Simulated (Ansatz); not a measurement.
MoSe2, space group P6_3/mmc (No. 194), a = 3.276 Å, b = 3.276 Å, c = 12.732 Å, α = 90.00°, β = 90.00°, γ = 120.00°

| site | Wyckoff | x | y | z |
| --- | --- | --- | --- | --- |
| Mo | 2c | 0.3333 | 0.6667 | 0.2500 |
| Se | 4f | 0.3333 | 0.6667 | 0.6185 |

Origin: a calculation's input that goes back to an entry of the Crystallography Open Database (an earlier step may have relaxed or displaced it).

**Describe the coordination of Mo.**

MoSe6: an essentially ideal trigonal prism (coordination number 6, S = 0.01; next best octahedron, S = 16.8). Bonds: 6 × Mo–Se 2.53 Å. The next neighbour, not counted, lies at 3.28 Å.

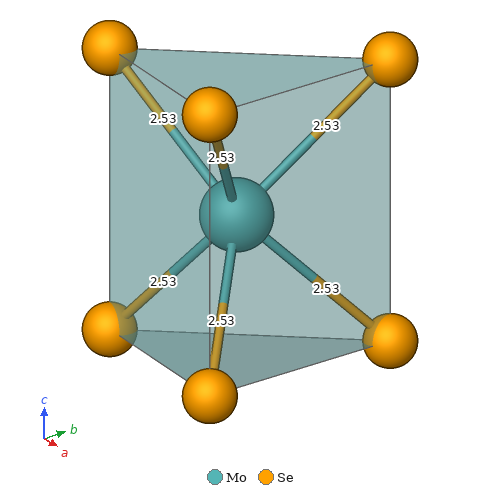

The polyhedron about Mo. Continuous shape measures are computed against ideal polyhedra (0 is ideal; above about 3 the distortion is strong).
